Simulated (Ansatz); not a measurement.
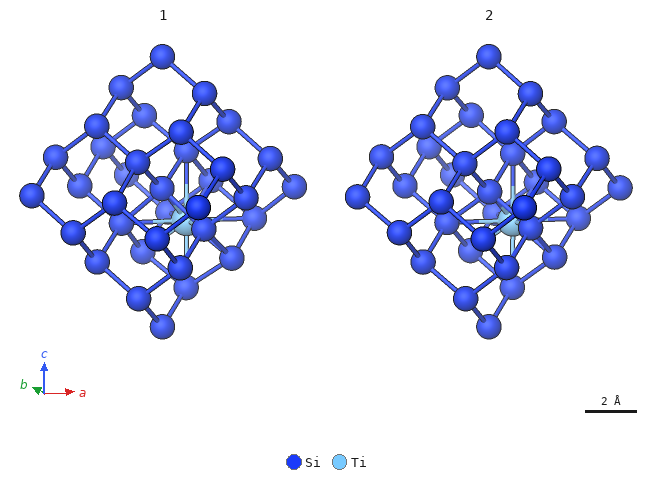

Two geometries of a defect cell of composition Si64Ti (cell charge +2), drawn at one scale. One is the start of a relaxation, the other its converged end. A ball-and-stick model of the atoms within 5.8 Å of the atom that moves most (axes of the cell of the calculation (origin shifted)), seen slightly off an axis.

Level of theory: DFT, PBEsol, PAW, plane waves in Ansatz 0.2.0. (plane-wave cutoff 420 eV; k-point mesh 1 × 1 × 1; mesh shifted by (0.25, 0.25, 0.25); no spin polarisation; atoms relaxed in a fixed cell; force threshold 0.03 eV/Å; at most 80 steps)

Which of the two is the end point?

Answer. Structure 1 is the relaxed one. A Si atom moves most: 0.16 Å along [−2 −1 3]. Largest moves by element: Si 0.16 Å, Ti 0.02 Å. The lattice vectors keep their values. Near-neighbour distances that change, for instance: Si–Ti 2.341 → 2.482 Å, Si–Ti 2.683 → 2.806 Å, Si–Si 2.307 → 2.427 Å, Si–Ti 2.363 → 2.481 Å. Among the angles between lasting bonds that change: Si–Si–Si 109.6° → 102.6°, Si–Si–Si 108.9° → 114.9°, Si–Si–Si 107.7° → 113.1°. Over 3 geometry steps the energy falls by 1.039 eV per cell of the calculation. Largest force component: 1.8 eV/Å at the start, 0.02 eV/Å at the end.

Limits of the set-up: the cell is charged, on a uniform background, and energies carry no finite-size correction.
